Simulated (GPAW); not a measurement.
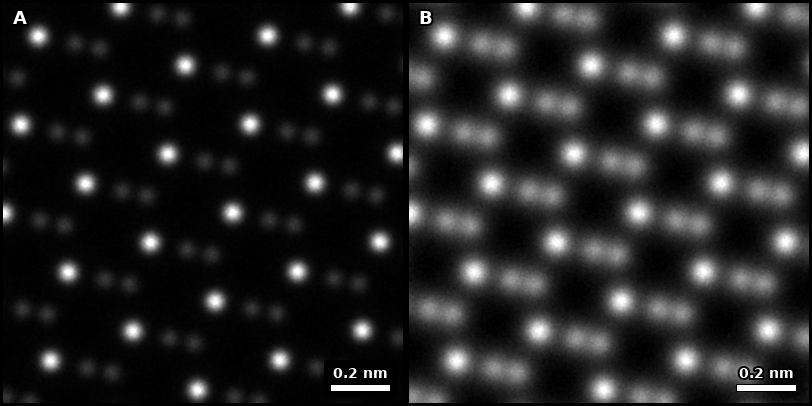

Two simulated images of the same area of MoS2 (R3m, No. 160) along [211], with a probe of 0.50 Å. One is incoherent Z contrast (Z^1.7 per atom), the other the projected potential of neutral atoms blurred by the probe (iDPC-like, thin sample). Brightness is counted from the darkest point of the image. Shot noise was added. Structure used: an entry of the Crystallography Open Database, as set up for an electronic-structure calculation.

Which panel is which, and how can one tell?

Answer. A is the Z-contrast image and B the potential image. The columns of 1 S per repeat reach about 20 % of the brightest peak (1 Mo) in A but about 56 % in B, mainly since the potential grows much more slowly with atomic number.
